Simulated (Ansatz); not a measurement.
**Ti18O (cell with a defect): density, localisation and related maps**

```
CELL_PARAMETERS angstrom
0.00000 5.02370 -4.59099
4.35065 -2.51185 -4.59099
-4.35065 -2.51185 -4.59099
ATOMIC_POSITIONS crystal
Ti 0.13773 0.13813 0.47049
Ti 0.47280 0.80356 0.47246
Ti 0.13752 0.47127 0.13725
Ti 0.80311 0.47327 0.47247
Ti 0.47081 0.13805 0.13738
Ti 0.13745 0.80328 0.80252
Ti 0.80283 0.80327 0.13710
Ti 0.47281 0.47327 0.80279
Ti 0.80283 0.13785 0.80250
Ti 0.86313 0.19812 0.19744
Ti 0.19766 0.86356 0.19740
Ti 0.86275 0.53015 0.86247
Ti 0.52768 0.52818 0.19707
Ti 0.19775 0.19817 0.86291
Ti 0.86299 0.86341 0.52944
Ti 0.52972 0.86331 0.86260
Ti 0.19742 0.52818 0.52737
Ti 0.52771 0.19793 0.52740
O 0.00025 0.00075 0.99990
```

Computed without spin polarisation.

Theory: DFT PBEsol, scalar-relativistic, plane waves, PAW in Ansatz 0.2.0.

Core electrons are frozen (PAW), and the valence fields are smoothed inside the atomic spheres.

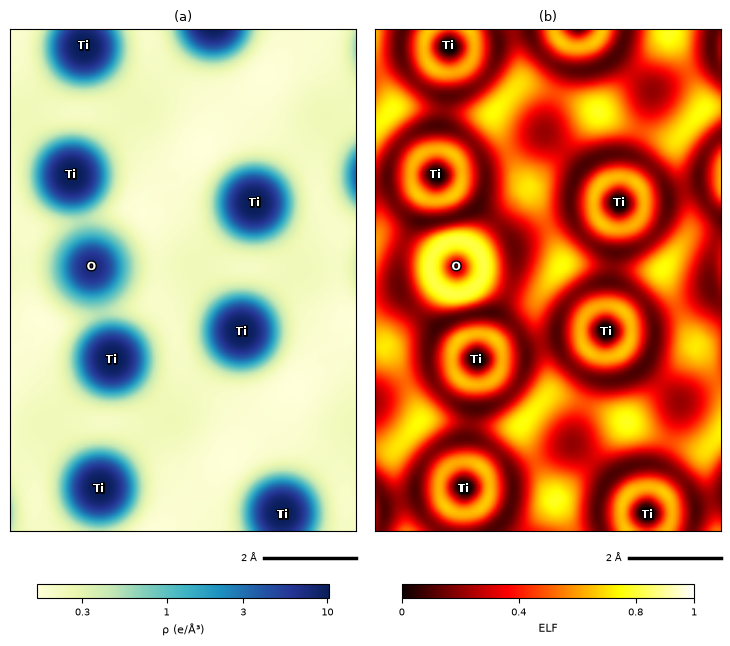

Figure 1. (a) valence pseudo-density; (b) ELF on the (011̄) plane of the calculation cell.

> What does the map show?

The plane passes through Ti and O nuclei.
Ti–O (2.06 Å): ρ is about 0.52 e/Å³ halfway; the ELF peaks at about 0.80 in the valence shell of O, 0.6 Å from its nucleus, and is about 0.15 at the midpoint (no shared electron pair shows on this line).
Ti–Ti (2.81 Å): ρ at the midpoint is about 0.2 e/Å³; the ELF is about 0.20 at the midpoint (no localised pair shows between them).
Ti–Ti (2.88 Å): ρ is about 0.19 e/Å³ halfway; the ELF is about 0.25 at the midpoint (no localised pair shows between them).

Between the atoms the lowest density in this plane is 0.16 e/Å³.
The ELF has a maximum of about 0.80 in the space between the atoms, 2.0 Å from six Ti atoms, on no atom or two-centre bond.
The features right at Ti lie inside the PAW spheres, where the map follows smoothed inner orbitals and isn't to be read closely.

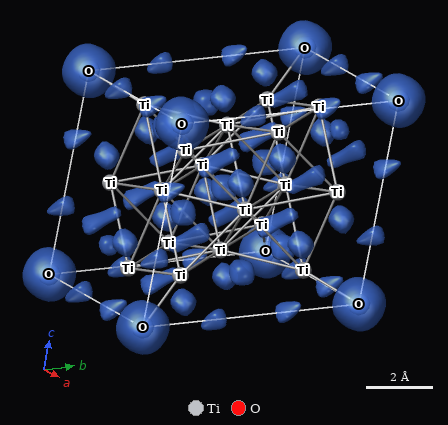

Figure 2. Isosurface of the electron localisation function at 0.65 (blue), seen at an oblique angle. Core shells and regions of very low density are left out. Sticks mark near contacts.

> Describe the localisation domains.

The surface consists of one region wrapped around O (its valence shell) and 35 pockets between the atoms, centred on no nucleus (multi-centre or interstitial), counted in one cell of 19 atoms. Any copies at cell faces, edges or corners count once. Profiles from the grid: Ti–Ti (2.80 Å): the ELF is about 0.20 at the midpoint: no localised pair shows between them.

> Metal or insulator at this level of theory?

It is gapless in this calculation (a metal or semimetal).
